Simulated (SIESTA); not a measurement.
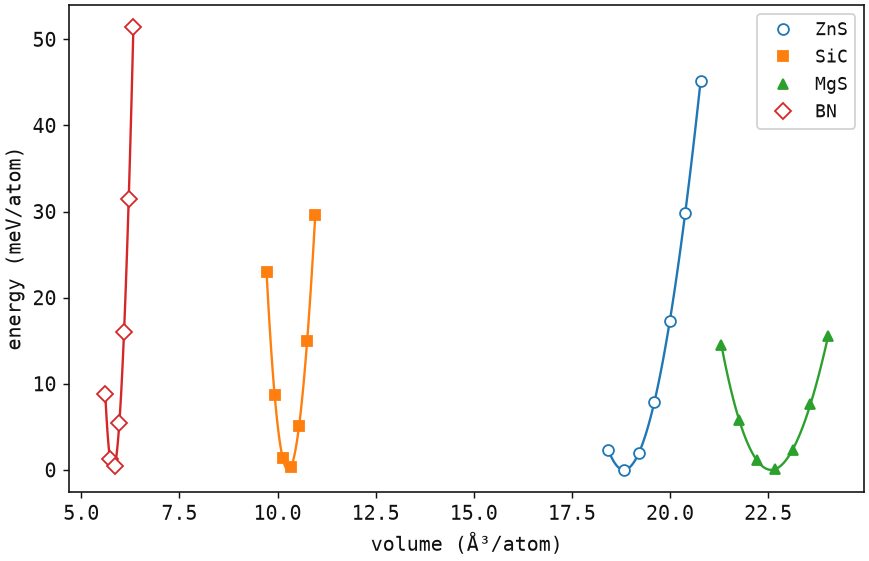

Plotted: energy against volume, with one curve for each compound, for BN, MgS, SiC and ZnS (all in space group P6_3mc (No. 186)).

How it was computed, with SIESTA 5.4.2: DFT in numerical atomic orbitals with pseudopotentials, no spin polarisation; energies at scaled volumes of the given cell, shape and fractions fixed, counted from the fit's minimum, third-order Birch-Murnaghan fit. Level: LDA.

- occupations: Fermi–Dirac
- smearing width: 0.05 eV
- potentials: PseudoDojo 0.4 standard, converted to PSML, two zetas on semicore shells

Settings that differ: ZnS: k mesh 8×8×5; SiC: k mesh 10×10×5; MgS: k mesh 8×8×4; BN: k mesh 12×12×6.

Question: Order the curves by fitted equilibrium volume, smallest first.

Answer: BN 5.807, SiC 10.271, ZnS 18.826, MgS 22.578 Å³/atom.

Question: Order the curves by fitted bulk modulus, smallest first.

Answer: MgS 59.2, ZnS 84.8, SiC 227.8, BN 403.4 GPa.

Note: mulliken charges of long orbitals (ZnS, MgS, BN); short basis over semicore shells (ZnS); valence orbitals made in semicore potential (ZnS); shape and atomic fractions are frozen while scaling, which makes layered, chain and framework solids too stiff.

The computed values:

ZnS:
```tsv
volume (Å³/atom)	energy (meV/atom)
18.43	2.33
18.82	0.00
19.21	2.01
19.60	7.91
19.99	17.29
20.39	29.81
20.78	45.14
```

SiC:
```tsv
volume (Å³/atom)	energy (meV/atom)
9.72	22.96
9.93	8.64
10.13	1.32
10.34	0.33
10.55	5.08
10.75	15.00
10.96	29.62
```

MgS:
```tsv
volume (Å³/atom)	energy (meV/atom)
21.31	14.50
21.76	5.79
22.22	1.10
22.67	0.07
23.12	2.33
23.58	7.59
24.03	15.54
```

BN:
```tsv
volume (Å³/atom)	energy (meV/atom)
5.6110	8.79
5.7303	1.31
5.8497	0.39
5.9691	5.45
6.0885	15.95
6.2079	31.42
6.3273	51.39
```
